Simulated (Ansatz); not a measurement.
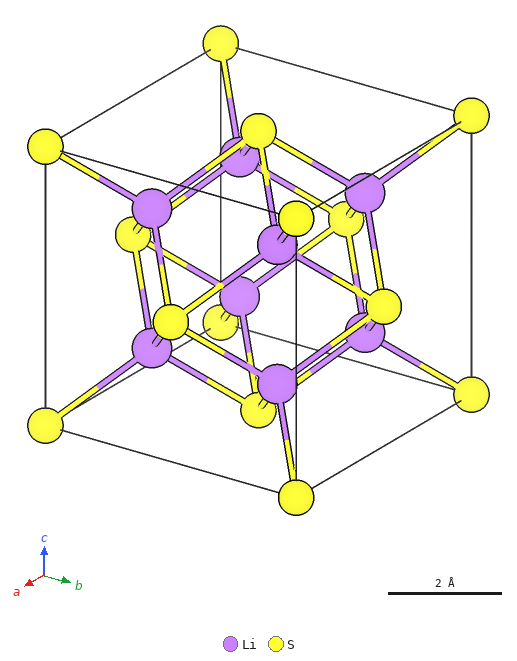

Phonons of crystalline Li₂S relaxed at 7 GPa, at the zone centre. Style: ball-and-stick. Shown: the conventional cell (4 times the calculation's cell), from a free direction. Lengths and directions refer to the drawn axes.

Method: DFT PBE, scalar-relativistic, plane waves, PAW (Ansatz 0.2.0). Settings: plane-wave cutoff 420 eV; k-point mesh 8 × 8 × 8; occupations fixed; target pressure 7 GPa; no spin polarisation.

Frequencies are those without the non-analytic (LO–TO) term.

**Give the spectrum at this point.**

The calculation's cell holds 3 atoms, so there are 6 optical modes, in 2 levels. The optical modes span T₁u + T₂g. No level is unstable.

```json
{"level": "1", "symmetry": "T₁u", "frequency (cm⁻¹)": "401", "activity": "infrared-active"}
{"level": "2", "symmetry": "T₂g", "frequency (cm⁻¹)": "439", "activity": "Raman-active"}
```

The displacement patterns (one member of each degenerate set):

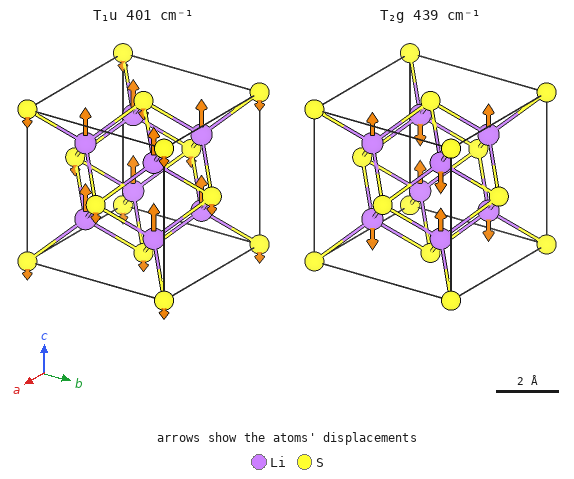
